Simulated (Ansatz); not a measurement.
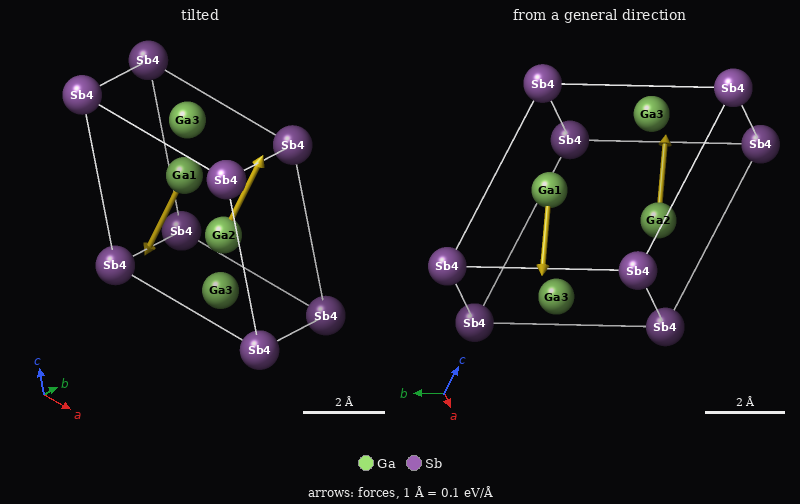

The image is a spheres-only drawing of a crystal, viewed slightly off an axis and from a general direction. The parallelepiped is the cell (the run's own, in a reduced setting). The arrows are the computed forces on the atoms.

System: Ga3Sb. The calculation used DFT PBE, scalar-relativistic, plane waves, PAW (Ansatz), with a basis cut at 420 eV, k-points about 0.14 Å⁻¹ apart, Gaussian smearing of 0.15 eV, no spin polarisation.

Question: Are the forces small enough to call this converged?

Answer: No. The atoms still feel forces of up to about 0.19 eV/Å, above a usual threshold of 0.01 to 0.03 eV/Å.

Question: Identify the atom with the maximum force.

Answer: Ga1 and Ga2, about 0.19 eV/Å.

It derives from a structure listed in the Materials Project. The cell was then strained or its atoms displaced on purpose. Ansatz was used for an electronic-structure calculation on it.
